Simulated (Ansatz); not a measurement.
Geometry relaxation, with input and output: MoHS₄ (part 1 of 5)

System: MoHS₄ (slab, 6 atoms in the cell).
Method: DFT PBEsol, scalar-relativistic, plane waves, PAW, spin-polarised (Ansatz 0.2.0).

The structure derives from a Materials Project entry. The input holds or restrains some coordinates. Forces given for the steps count only the free coordinates. It belongs to a series of runs on one base structure; here: H put at a hollow S-S-S site.

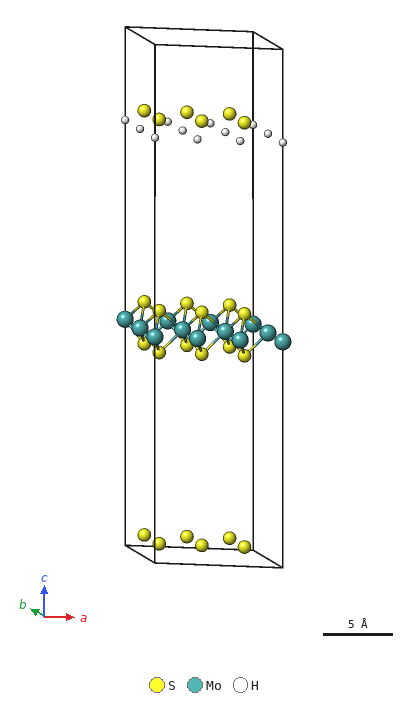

Fig. 1: The structure as given in the input (ball-and-stick view of the 3 × 2 repeat of the cell, with the vacuum cut short, seen slightly off an axis). An atom can appear more than once, as a periodic image.

Results in brief

| quantity | value |
| --- | --- |
| outcome | converged under the restraints of the input |
| electrons treated | 39 |
| free energy | −8452.0395 eV |
| work function, top face | 6.71 eV |
| work function, bottom face | 6.66 eV |
| Fermi energy | −3.287 eV |
| gap on the k-point mesh | none (metallic) |
| net moment of the cell | −0.42 μB |
| integrated absolute moment | 1.12 μB |
| final volume | 432.11 Å³ |
| work function (upper face) | 6.71 eV |
| largest force (length of the vector) at the end, held atoms and coordinates included | 0.002 eV/Å |
| hardware | 2 threads of Intel Xeon @ 2.50GHz (Skylake/Cascade Lake), 189 GiB of memory available, shared host |
| wall time | 19 min (CPU time 36 min) |
| peak memory | 1 GiB |

Notes

The electronic state found may not be the lowest one. Notes on the run: the exchange-correlation potential is rough where the density is thin.

Input file
```yaml
crystal:
  lattice:
    - [3.1415002725, 0.0, 0.0]
    - [-1.5707501363, 2.720619042, 0.0]
    - [0.0, 0.0, 50.5584351538]
  atoms:
    - { symbol: S, position: [0.3333333333, 0.6666666667, 0.168122292] }
    - { symbol: S, position: [0.3333333333, 0.6666666667, 0.4494033549] }
    - { symbol: Mo, position: [0.0, 0.0, 0.4802209068] }
    - { symbol: S, position: [0.3333333333, 0.6666666667, 0.5110384587] }
    - { symbol: S, position: [0.3333333333, 0.6666666667, 0.7923195216] }
    - { symbol: H, position: [0.0, 0.0, 0.7733315922], spin: 1.0 }
basis:
  ecutwfc: 420
kpoints:
  mp_grid: { grid: [9, 9, 1] }
hamiltonian:
  xc: pbesol
scf:
  occupations: { method: gaussian, width: 0.05 }
output:
  forces: true
  eigenvalues: true
  populations: true
  write_density: true
  write_potential: true
  elf: true
  volumetric_format: npy
magnetization:
  spin_polarized: true
relax:
  adjacent_minimum: "off"
  f_tol: 0.03
  max_steps: 70
  constraints: [{ sites: [0, 1] }]
efield:
  axis: 3
  dipole_correction: true
  ramp_width: 0.04
```

Command:
```bash
ansatz run input.yaml --threads 2 --pin off --max-ram 5120MiB --backend cpu --events-out ev --progress --plain --runs-dir out
```

The program's output
```
Engine: ansatz 0.2.0, x86_64-unknown-linux-gnu
Pseudopotentials: kind: paw
Pseudopotential: S, paw, valence charge 6, recommended cutoff 420 eV (normal), S.paw.azcp
Pseudopotential: Mo, paw, valence charge 14, recommended cutoff 420 eV (normal), Mo.paw.azcp
Pseudopotential: H, paw, valence charge 1, recommended cutoff 420 eV (normal), H.paw.azcp
Functional definition: PBEsol
  exchange = pbesol_x
  correlation = pbesol_c
Crystal: 6 atoms, lattice volume = 432.114 Å³
Basis set: ecut = 420 eV, 8377 PW (Γ), exchange–correlation on 48×48×720 points (8 copies of the dense FFT grid, shifted against one another)
Bands: 26, of which v1, the nominal top of the filled ones, is band 20 counted from 1 (19 counted from 0)
Symmetry: 6 space group operations
k-points: 12 of 81 (time reversal used)
Non-local potential: S, projectors of the file, l = 0: 2, l = 1: 2, l = 2: 2
Non-local potential: Mo, projectors of the file, l = 0: 3, l = 1: 2, l = 2: 2, l = 3: 1
Non-local potential: H, projectors of the file, l = 0: 2, l = 1: 1
PAW form: soft (Blöchl's): semilocal exchange-correlation on the pseudo side does not see the compensation charge
PAW frozen core: S, regenerated for the run's functional, and the local potential with it (the file was generated under x = pbe(κ = 0.804, μ = 0.2195149727645171), c = pbe(β = 0.06672455060314922))
PAW frozen core: Mo, regenerated for the run's functional, and the local potential with it (the file was generated under x = pbe(κ = 0.804, μ = 0.2195149727645171), c = pbe(β = 0.06672455060314922))
PAW one-centre angular grid: S, 110 points (default); XC on 64 Gauss nodes
PAW one-centre angular grid: Mo, 590 points (default); XC on 64 Gauss nodes
PAW one-centre angular grid: H, 110 points (default); XC on 64 Gauss nodes
Starting moments: Σ|m| = 1 μB on 1 of 6 sites
Initial wavefunctions: pseudopotential atomic-orbital guess
Functional: x = pbesol(κ = 0.804, μ = 0.12345679012345678), c = pbesol(β = 0.046)
```
